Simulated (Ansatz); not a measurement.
# Run report: Se, geometry relaxation (part 2 of 2)

The same run, continued: Se (P3₂21, 3 atoms in the cell); DFT PBEsol, scalar-relativistic, plane waves, PAW, no spin polarisation (Ansatz 0.2.0); cutoff 420 eV, 12×12×8 k-mesh, Gaussian smearing of 0.02 eV. The structure derives from an entry of the Crystallography Open Database. It belongs to a series of runs on one base structure; here: equal strain along all axes, cell held, atoms relaxed: -6.0 %.

Geometry of the input (Å; fractional positions):
```
3.7962  0.0000  0.0000
-1.8981  3.2876  0.0000
0.0000  0.0000  4.8142
Se 0.2706  0.0000  0.1667
Se 0.0000  0.2706  0.8333
Se 0.7294  0.7294  0.5000
```

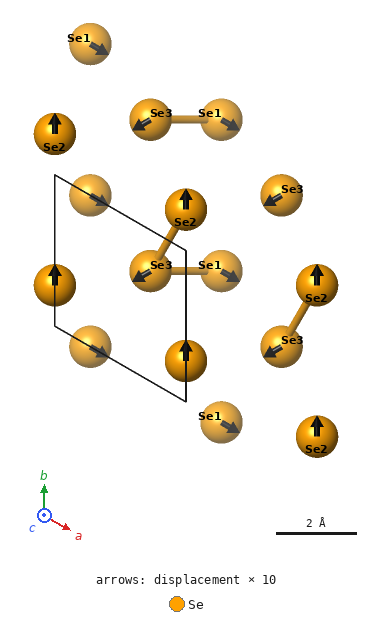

**Figure 1.** The starting structure with the displacements as black arrows, magnified 10 times (ball-and-stick view of the cell of the calculation, repeated 2 × 2 × 1, along the c axis). The energy falls by 8.8 meV per atom in 4 geometry steps. Largest force component: 0.39 eV/Å at the start, 0.00067 eV/Å at the end. The largest moves, 0.054 Å, are those of Se1, Se2 and Se3. The cell stays as it was. Among the contacts that change: Se1–Se2 2.396 → 2.466 Å. Among the angles that change: Se2–Se1–Se3 100.0° → 97.8°. The space group stays P3_221 (No. 154). (Atoms are counted from 1 in the order of the input.)

```
SCF converged after 6 iterations
Free energy (F): -16272.274650 eV
Harris-Foulkes:  -16272.274650 eV  (|F-HF|=3.64e-12)
Internal energy: -16272.274472 eV  (E = F + TS)
E sigma→0 (E₀):  -16272.274561 eV
Entropy (-TS):   -0.000178 eV (-0.059 meV/atom)
Fermi energy:    11.995730 eV
--- Per-component energies (eV) ---
  E_band       = -1025.900529
  E_kinetic    = 357.544505
  E_local      = -6437.358034  (includes V_loc(G=0)·N_el)
  E_nonlocal   = -1773.305969
  E_hartree    = 3237.295122
  E_xc         = -311.903728
  E_vxc        = -296.691947  (∫ρ·V_xc dr)
  E_paw        = -5605.406068  (= ΣΔE_a)
  E_vpaw       = 649.322329  (= ΣTr[D̂ρ^β])
  E_aug_tail   = -0.001757  (compensation charges beyond the density's cutoff)
  E_ewald      = -5742.163895
  E_core_change = 3.025351  (= ΣΔE_core)
  E_smearing   = -0.000178  (= −TS)
  E_closure    = -0.000000  (closes the sum)
  Σ components = -16272.274650   (vs F -16272.274650, Δ=0.00e0)
--- Forces (eV/Å), atoms counted from 1 ---
  atom   1  Se     0.00067226    -0.00000000     0.00000000
  atom   2  Se    -0.00033613     0.00058220     0.00000000
  atom   3  Se    -0.00033613    -0.00058220    -0.00000000
  max |Σ_I F_I| component: 2.08e-17 eV/Å
--- Stress (GPa, compression-positive) ---
        9.372767      -0.000000      -0.000000
       -0.000000       9.372767      -0.000000
       -0.000000      -0.000000      13.922022
  P = ⅓ Tr σ = 10.8892 GPa (108.892 kbar)
--- Band table (eV; the first three rows and the last of 131) ---
  k-point 0: bands = ["-37.0539", "-37.0539", "-37.0285", "-37.0285", "-37.0267", "-36.9885", "-36.9090", "-36.9090", "-36.9083", "-36.8901", "-36.8865", "-36.8865", "-36.8578", "-36.8513", "-36.8513", "-5.5872", "-0.6456", "-0.6456", "7.5394", "8.3110", "8.3110", "9.2654", "9.2654", "10.0339", "13.2847", "13.2847", "13.6108", "18.0151", "18.0151"]
  k-point 1: bands = ["-37.0599", "-37.0468", "-37.0299", "-37.0269", "-37.0265", "-36.9903", "-36.9094", "-36.9084", "-36.9084", "-36.8899", "-36.8866", "-36.8865", "-36.8572", "-36.8524", "-36.8505", "-5.5027", "-1.6986", "0.4345", "7.5853", "8.1009", "8.3393", "9.3204", "9.4432", "10.0667", "12.9887", "13.0760", "13.3620", "17.5423", "18.7329"]
  k-point 2: bands = ["-37.0644", "-37.0395", "-37.0309", "-37.0275", "-37.0236", "-36.9953", "-36.9096", "-36.9086", "-36.9078", "-36.8895", "-36.8870", "-36.8866", "-36.8557", "-36.8535", "-36.8502", "-5.2502", "-2.6718", "1.4526", "7.7112", "7.7314", "8.2818", "9.5535", "9.7695", "10.1620", "12.4140", "12.5762", "12.7822", "17.0503", "18.1157"]
  k-point 130: bands = ["-37.0673", "-37.0297", "-37.0293", "-37.0293", "-37.0094", "-37.0094", "-36.9106", "-36.9106", "-36.9044", "-36.8914", "-36.8861", "-36.8861", "-36.8626", "-36.8626", "-36.8387", "-2.6105", "-2.6105", "-0.9226", "4.5990", "4.5990", "4.6037", "11.0177", "12.0751", "12.0751", "12.5870", "13.2641", "13.2641", "19.1831", "19.9387"]
--- Relaxed structure (5 steps of the walk, 5 accepted, 0 SCFs on fresh bases) ---
  F+E_penalty+E_count = -16272.27464997 eV   max|allowed force component| = 6.723e-4 eV/Å
  atoms:
    - { symbol: Se, position: [0.2847819028680195, -9.252995166561034e-20, 0.16666666666666669] }
    - { symbol: Se, position: [2.7755575615628914e-17, 0.28478190286801947, 0.8333333333333334] }
    - { symbol: Se, position: [0.7152180971319804, 0.7152180971319804, 0.5] }
```

Trajectory as extended XYZ (Å, eV, eV/Å), 5 frames, from step=1 to step=5:
```
3
Lattice="3.7962 0.0000 0.0000 -1.8981 3.2876 0.0000 0.0000 0.0000 4.8142" Properties=species:S:1:pos:R:3:forces:R:3 step=1 energy=-16272.24820
Se    1.0272    0.0000    0.8024    0.3943   0.0000   0.0000
Se   -0.5136    0.8896    4.0118   -0.1971   0.3415   0.0000
Se    1.3845    2.3980    2.4071   -0.1971  -0.3415   0.0000
3
Lattice="3.7962 0.0000 0.0000 -1.8981 3.2876 0.0000 0.0000 0.0000 4.8142" Properties=species:S:1:pos:R:3:forces:R:3 step=2 energy=-16272.26694
Se    1.0491    0.0000    0.8024    0.1811   0.0000   0.0000
Se   -0.5246    0.9086    4.0118   -0.0905   0.1568   0.0000
Se    1.3735    2.3790    2.4071   -0.0905  -0.1568   0.0000
3
Lattice="3.7962 0.0000 0.0000 -1.8981 3.2876 0.0000 0.0000 0.0000 4.8142" Properties=species:S:1:pos:R:3:forces:R:3 step=3 energy=-16272.27375
Se    1.0686    0.0000    0.8024    0.0526   0.0000   0.0000
Se   -0.5343    0.9255    4.0118   -0.0263   0.0455   0.0000
Se    1.3638    2.3621    2.4071   -0.0263  -0.0455   0.0000
3
Lattice="3.7962 0.0000 0.0000 -1.8981 3.2876 0.0000 0.0000 0.0000 4.8142" Properties=species:S:1:pos:R:3:forces:R:3 step=4 energy=-16272.27460
Se    1.0781    0.0000    0.8024    0.0109   0.0000   0.0000
Se   -0.5390    0.9337    4.0118   -0.0055   0.0095   0.0000
Se    1.3590    2.3539    2.4071   -0.0055  -0.0095   0.0000
3
Lattice="3.7962 0.0000 0.0000 -1.8981 3.2876 0.0000 0.0000 0.0000 4.8142" Properties=species:S:1:pos:R:3:forces:R:3 step=5 energy=-16272.27465
Se    1.0811    0.0000    0.8024    0.0007   0.0000   0.0000
Se   -0.5405    0.9362    4.0118   -0.0003   0.0006   0.0000
Se    1.3575    2.3513    2.4071   -0.0003  -0.0006   0.0000
```

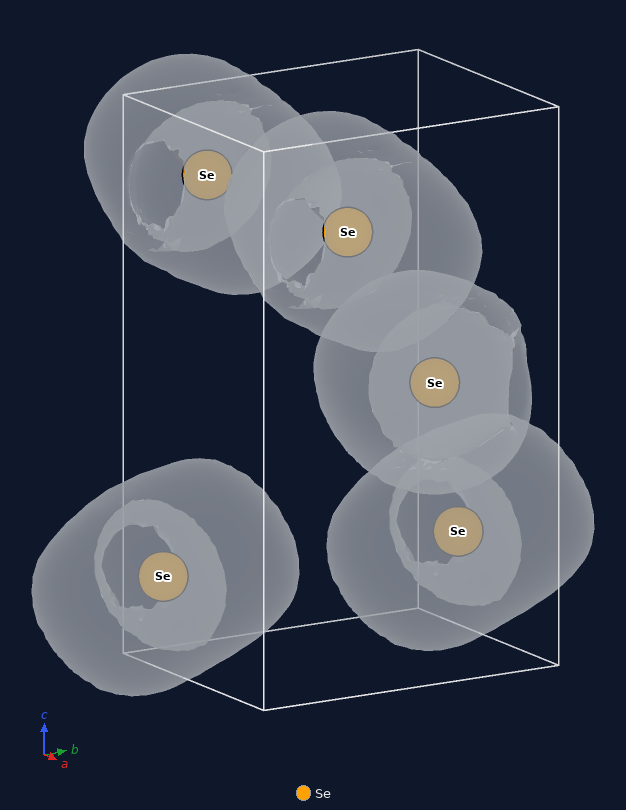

**Figure 2.** Isosurface of the ELF at 0.7 (grey), seen slightly off an axis. Only the valence region is drawn (cores and ρ < 0.01 e/Å³ removed). Sticks mark near contacts. The outline is the cell set on symmetry axes. Core electrons are frozen (PAW), so the fields are smoothed inside the atomic spheres.

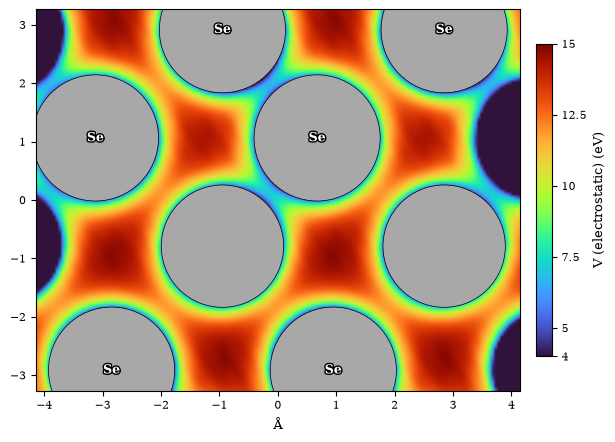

**Figure 3.** Electrostatic potential (local pseudopotential plus Hartree) felt by an electron on the (101̄) plane of the conventional cell. Grey discs, where drawn, cover atomic cores. Outside the cores the potential energy rises away from the atoms and is highest about 1.9 Å from the nearest atoms; outside the discs it spans about 11 eV, and its zero is arbitrary.

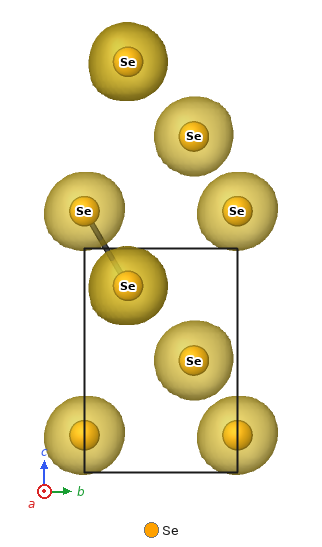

**Figure 4.** Isosurface of the valence charge density (pseudo) at 0.8 e/Å³ (yellow), seen along the a axis. Sticks mark near contacts. The outline is the cell set on symmetry axes. At this value the density breaks into separate islands; it holds about 75 % of the electrons treated as valence. It is pinched off along the Se–Se (2.47 Å) contacts. On the grid the lowest density along these lines, outside the cores, is 0.56 e/Å³ (Se–Se, 2.47 Å).

Key numbers:

- outcome: converged
- space group (tolerance 0.01 Å): P3₂21 (154)
- electrons treated: 48
- free energy: −16272.2746 eV
- Fermi energy: 11.996 eV
- gap on the k-point mesh: none (metallic)
- pressure: 10.89 GPa
- final volume: 60.08 Å³
- largest force (length of the vector) at the end: 0.001 eV/Å
- final cell: a = 3.796 Å, b = 3.796 Å, c = 4.814 Å, α = 90.00°, β = 90.00°, γ = 120.00°
- wall time: 30 s
- peak memory: 0.52 GiB

The program warns: the SCF threshold is looser than advised for the printed stress. The cell is under a pressure of 10.9 GPa at this level, so it is not at its equilibrium volume.
